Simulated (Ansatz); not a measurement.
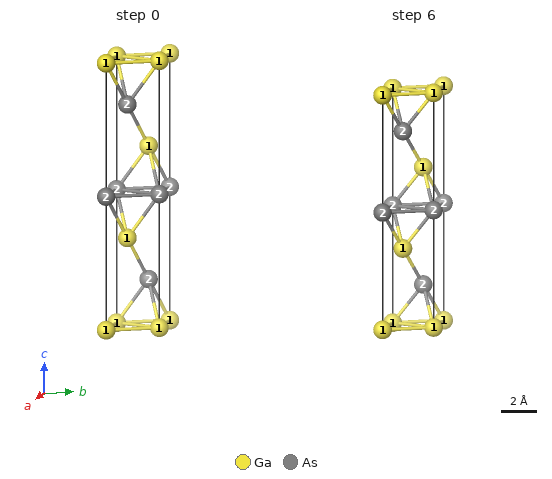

The structure of solid GaAs (built on the CuPt (L1_1)_166 type) (coarse preliminary run) before (left) and after (right) a relaxation, at one scale.

The picture is a ball-and-stick view of the conventional cell (3 times the calculation's cell), seen slightly off an axis. Lengths and directions refer to the drawn axes.

Case: CuPt (L1_1) type (R-3m, No. 166).

All numbers below come from DFT r2SCAN, scalar-relativistic, plane waves, PAW in Ansatz. Set-up: plane-wave cutoff 500 eV; k-point mesh 6 × 6 × 6; occupations gaussian; smearing width 0.1 eV; no spin polarisation; cell and atoms relaxed; force threshold 0.04 eV/Å; at most 70 steps.

Question: Describe what moved and what it gained.

Answer: The energy falls by 163 meV per atom in 5 accepted moves (6 points after the start). All forces vanish by symmetry, so only the cell relaxes. The pressure goes from −8.48 to −0.07 GPa. At 1 point the geometry stayed and the basis and grid were re-selected for the new cell (energy shift of 0.6 meV per atom at most each time). The atoms keep their places relative to the cell (all moves are under 0.005 Å). The drawn cell changes as follows: a = b 3.239 → 3.103 Å (−4.2 %), c 15.474 → 13.603 Å (−12.1 %); the volume changes by −19.3 %. Near-neighbour distances that change, for instance: Ga1–As2 3.186 → 2.890 Å, As2–As2 3.239 → 3.103 Å, Ga1–Ga1 3.239 → 3.103 Å. The space group stays R-3m (No. 166).
